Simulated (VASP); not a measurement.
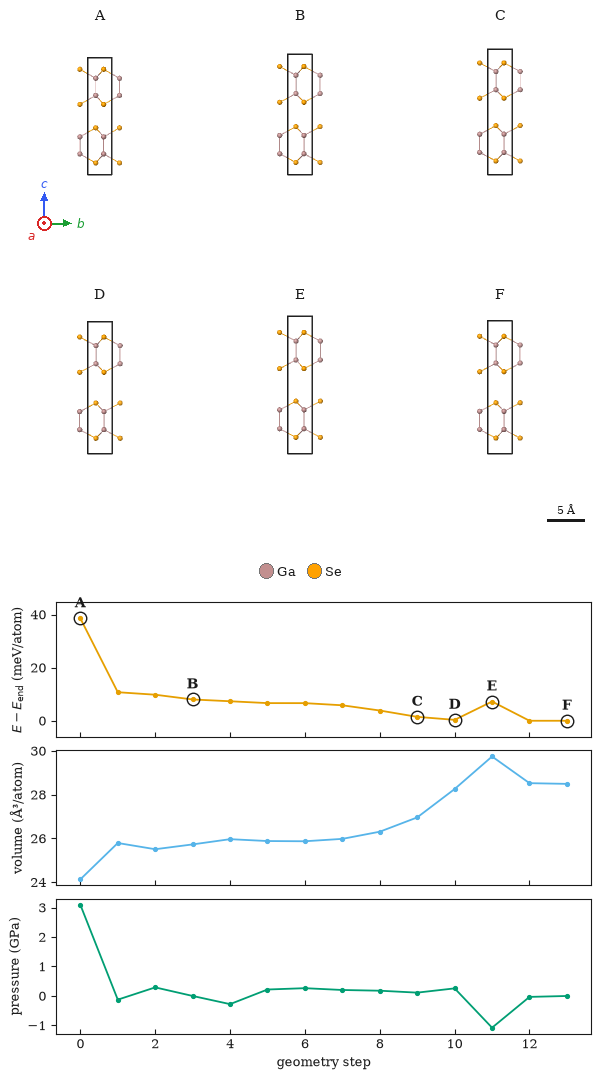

Frames of a relaxation of a crystal of GaSe (set up in P6_3/mmc), marked on the history of the run. The picture is a ball-and-stick view of the cell of the calculation, seen along the a axis.

The run lets cell and atoms move.

Computed with Kohn-Sham DFT of a periodic cell, PBE, VASP PAW PBE potentials, recommended in VASP 6.6.1.

Input file:
```
ALGO = Normal
EDIFF = 1E-6
EDIFFG = -0.01
ENCUT = 600
GGA = PE
IBRION = 2
ISIF = 3
ISMEAR = 0
KPAR = 2
LASPH = T
LCHARG = F
LREAL = F
LWAVE = F
NELM = 80
NSW = 90
PREC = Accurate
SIGMA = 0.03
```

Command:
```bash
cat potpaw_PBE.64/Ga_d/POTCAR potpaw_PBE.64/Se/POTCAR > POTCAR
mpirun -np 2 vasp_std > vasp.out
```

### What happens along the run?

The largest moves relative to the cell, 0.30 Å, are those of Se atoms. Largest moves by element: Se 0.30 Å, Ga 0.08 Å. The volume changes by +18.1 %, with a = b 3.742 → 3.817 Å (+2.0 %), c 15.919 → 18.067 Å (+13.5 %). Near-neighbour distances that change, for instance: Ga–Ga 2.324 → 2.469 Å, Ga–Se 2.484 → 2.497 Å. The space group stays P6_3/mmc (No. 194). Over 13 geometry steps the energy falls by 38.6 meV per atom. Largest force component: 1.2 eV/Å at the start, 0.0039 eV/Å at the end. Pressure: 3.09 GPa at the start and 0.00 GPa at the end. The volume changes by over a tenth within one run on a fixed set of plane waves, so the end point should be relaxed again from the new cell. From step 0 to 3: Ga atoms move most (0.05 Å), volume +6.6 %, energy −30.5 meV per atom. From step 3 to 9: Se atoms move most (0.13 Å), volume +4.8 %, energy −6.6 meV per atom. From step 9 to 10: Se atoms move most (0.13 Å), volume +4.8 %, energy −1.1 meV per atom. From step 10 to 11: Se atoms move most (0.04 Å), volume +5.3 %, energy +6.9 meV per atom. From step 11 to 13: Se atoms move most (0.03 Å), volume −4.2 %, energy −7.2 meV per atom.

```csv
step,"E − E(0), meV/atom","largest force component, eV/Å","pressure, GPa","volume, Å³/atom"
0,0.00,1.2280,3.09,24.130
1,-27.81,0.2384,-0.13,25.791
2,-28.75,0.2077,0.29,25.506
3,-30.54,0.1818,0.00,25.727
4,-31.21,0.1545,-0.28,25.966
5,-31.91,0.0989,0.22,25.881
6,-31.92,0.1100,0.26,25.871
7,-32.73,0.1022,0.20,25.980
8,-34.70,0.0765,0.18,26.308
9,-37.09,0.0218,0.11,26.960
10,-38.22,0.1118,0.26,28.258
11,-31.31,0.4054,-1.08,29.745
12,-38.55,0.0122,-0.03,28.525
13,-38.55,0.0039,0.00,28.493
```

Limits of the set-up: layers or molecules are held without a dispersion correction, so their spacing is unreliable.
